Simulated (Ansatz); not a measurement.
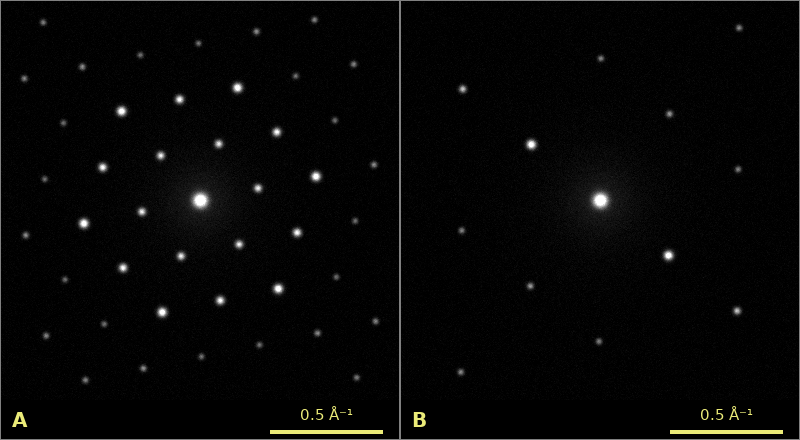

Kinematic electron diffraction patterns (300 kV, B = 0.5 Å², same scale, each along a low-index zone) of two structures of composition Se, each relaxed at zero pressure with DFT PBEsol, scalar-relativistic, plane waves, PAW in Ansatz.

The structures (standard cells):
1. R-3m (No. 166), a = 7.507 Å, c = 17.950 Å (hexagonal axes), 36 atoms; generated start, possibly hypothetical
2. Cmce (No. 64), a = 5.038 Å, b = 9.283 Å, c = 4.017 Å, 8 atoms; generated start, possibly hypothetical

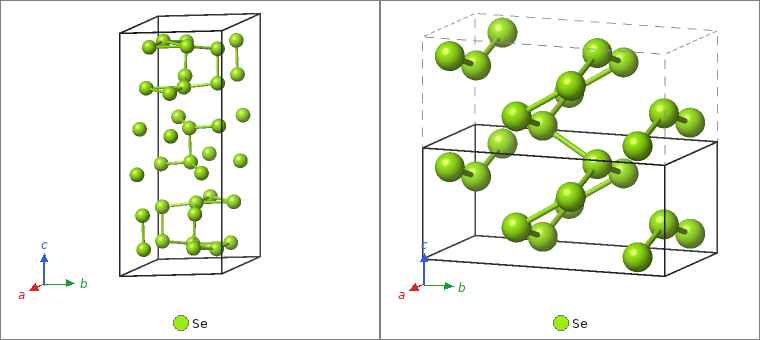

Drawings of the structures 1 to 2, from left to right (each may span several cells).

**Which pattern belongs to which structure, and along which zone?**

A is structure 1 along [001]: hexagonal net of 1 1 0 at d = 3.75 Å and -1 2 0 at d = 3.75 Å, 60.0° apart. B is structure 2 along [010]: rectangular net of 2 0 0 at d = 2.52 Å and 0 0 2 at d = 2.01 Å, 90.0° apart (some points of this net are extinct or too weak to see).

**Which structure lies lowest at this level of theory, and by how much?**

Structure 2 (Cmce, 23.48 Å³ an atom) is the lowest of these; structure 1 (R-3m, 24.33 Å³ an atom) lies about 85 meV an atom higher. These are static energies at 0 K; other structures, not shown, may lie lower still.
